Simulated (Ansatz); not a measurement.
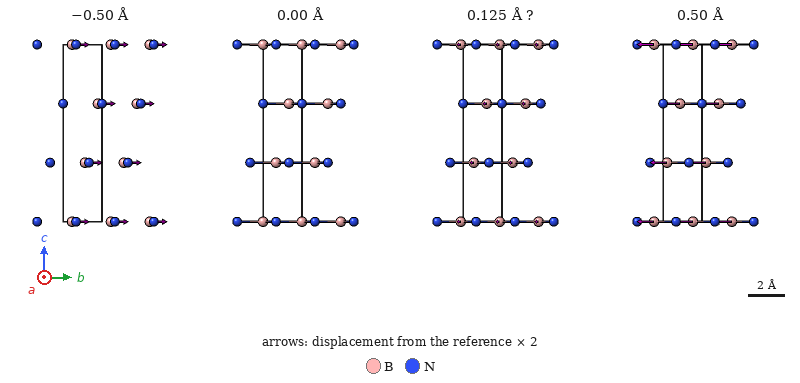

A scan of crystalline BN (R3m): the whole B sublattice is shifted rigidly, towards the nearest copy of atom 2 (N) at 1.447 Å, all else fixed. Style: ball-and-stick. Shown: the conventional cell (3 times the calculation's cell), repeated 2 × 2 × 1 with one cell outlined, along the a axis. Purple arrows: displacements from the reference. Lengths and directions refer to the drawn axes.

Level of theory: DFT PBE+D3(BJ), scalar-relativistic, plane waves, PAW in Ansatz 0.2.0. Set-up: plane-wave cutoff 420 eV; k-point mesh 12 × 12 × 12; occupations gaussian; smearing width 0.05 eV; no spin polarisation. Energies (free energies at the smearing named) are counted from the relaxed crystal.

```json
{"displacement (Å)": "−0.500", "ΔE (eV/cell)": "2.40"}
{"displacement (Å)": "−0.250", "ΔE (eV/cell)": "0.96"}
{"displacement (Å)": "0.000", "ΔE (eV/cell)": "0.00"}
{"displacement (Å)": "0.125", "ΔE (eV/cell)": "?"}
{"displacement (Å)": "0.375", "ΔE (eV/cell)": "4.68"}
{"displacement (Å)": "0.500", "ΔE (eV/cell)": "10.76"}
```

**Estimate the missing energy from the other rows, and compare with the calculation.**

A straight line between the two neighbours gives 1.56 eV/cell. A cubic through the four nearest rows (−0.250, 0.000, 0.375, 0.500) gives, with Lagrange weights, (−0.1000)(0.96) + (0.7500)(0.00) + (0.6000)(4.68) + (−0.2500)(10.76) = 0.02 eV/cell. The calculation gives 0.37 eV/cell, so the cubic is 0.35 eV/cell too low and the straight line 1.19 eV/cell too high, as the curve bends upwards here.

The whole profile:

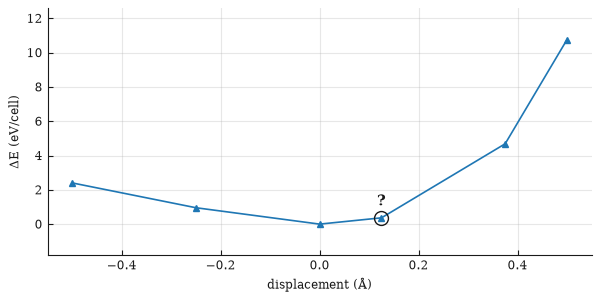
